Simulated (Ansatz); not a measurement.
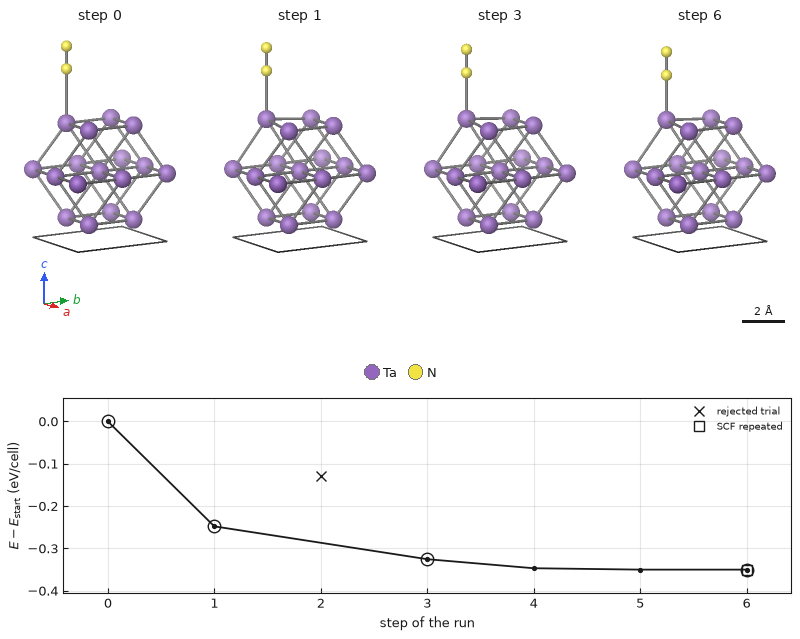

Frames of a constrained relaxation of a slab of composition Ta6N (cut from the Im-3m phase), marked on the history of the run. Style: ball-and-stick. Shown: the cell of the calculation, outlined in the plane, without the vacuum, slightly off an axis.

Case: N2 put at a top Ta site. The slab is the (1 1 0) face of Ta with N2 on it. 4 atoms are held fixed.

The calculation used DFT PBE+D3(BJ), scalar-relativistic, plane waves, PAW in Ansatz 0.2.0. (plane-wave cutoff 420 eV; k-point mesh 6 × 6 × 1; occupations gaussian; smearing width 0.1 eV; no spin polarisation; dipole correction; atoms relaxed in a fixed cell; force threshold 0.03 eV/Å; at most 70 steps)

**Describe the path.**

An N atom moves most: 0.30 Å along the normal (−c). By element the largest moves are N 0.30 Å, Ta 0.16 Å. The lattice vectors keep their values. Some distances before and after: N–Ta 2.620 → 2.159 Å, Ta–Ta 2.804 → 2.942 Å, Ta–Ta 3.250 → 3.369 Å, N–N 1.100 → 1.123 Å. Bond angles that change, for instance: Ta–Ta–Ta 180.0° → 172.4°, Ta–Ta–Ta 109.8° → 113.2°, Ta–Ta–Ta 70.2° → 73.4°. After 4 accepted moves (6 points after the start) the energy has fallen by 0.350 eV per cell of the calculation. The largest force component goes from 1.9 to 0.013 eV/Å. The line search rejected the trial step at point 2 of the run. 1 step only repeated the SCF at the same geometry. From step 0 to 1: a Ta atom moves most (0.20 Å), energy −0.248 eV per cell of the calculation. From step 1 to 3: an N atom moves most (0.10 Å), energy −77.5 meV per cell of the calculation. From step 3 to 6: N atoms move most (0.12 Å), energy −24.6 meV per cell of the calculation.

```csv
step,"E − E(0), meV/atom","largest force component, eV/Å",note
0,0.00,1.9179,
1,-17.69,1.4453,
2,-9.24,2.8852,rejected
3,-23.23,0.3403,
4,-24.76,0.2340,
5,-24.99,0.0126,
6,-24.99,0.0127,"same geometry, SCF repeated"
```

Limits of the set-up: the periodic images lie only 5.7 Å apart, so the values are limited by the cell's size.
